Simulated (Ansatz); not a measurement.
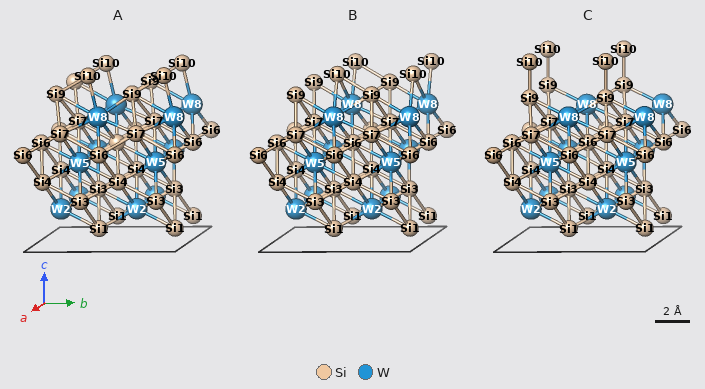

3 geometries from one constrained relaxation of a slab of composition Si₇W₃ (cut from the I4/mmm phase), in shuffled order. A ball-and-stick model of the 2 × 2 repeat of the cell, outlined in the plane, without the vacuum, seen slightly off an axis.

Case: Si put at a top Si site. The slab is the (1 0 1) face of Si2W with Si on it. 4 atoms are held fixed.

These are results of DFT PBEsol, scalar-relativistic, plane waves, PAW (Ansatz), not measurements. Set-up: plane-wave cutoff 420 eV; k-point mesh 10 × 7 × 1; occupations gaussian; smearing width 0.1 eV; no spin polarisation; dipole correction; atoms relaxed in a fixed cell; force threshold 0.03 eV/Å; at most 70 steps.

Q: Put them in the order of the run, from the start to the converged end.

A: C, A, B. They are steps 0, 12, 24, at +1.430 eV per cell of the calculation, +0.482 eV per cell of the calculation relative to the last. Over 23 accepted moves (24 points after the start) the energy falls by 1.430 eV per cell of the calculation. The largest force component goes from 1 to 0.016 eV/Å. 1 step only repeated the SCF at the same geometry. The atom that moves furthest is Si10 (2.83 Å at 70° to the normal (−c side)). Largest moves by element: Si 2.83 Å, W 0.01 Å. The cell doesn't change. Near-neighbour distances that change, for instance: Si9–Si10 5.033 → 2.417 Å, W8–Si10 5.141 → 2.749 Å, W8–Si10 (another image) 4.020 → 2.752 Å, Si9–Si10 (another image) 3.897 → 2.811 Å. New bonds form, among them: Si9–Si10 (5.03 → 2.42 Å), W8–Si10 (4.02 → 2.75 Å), W8–Si10 (5.14 → 2.75 Å). Bond angles that change, for instance: Si7–Si9–W8 107.9° → 100.8°, W8–Si9–W8 120.2° → 115.5°, W8–Si9–W8 76.9° → 73.0°.

Limits of the set-up: the periodic images lie only 3.2 Å apart, so the values are limited by the cell's size.
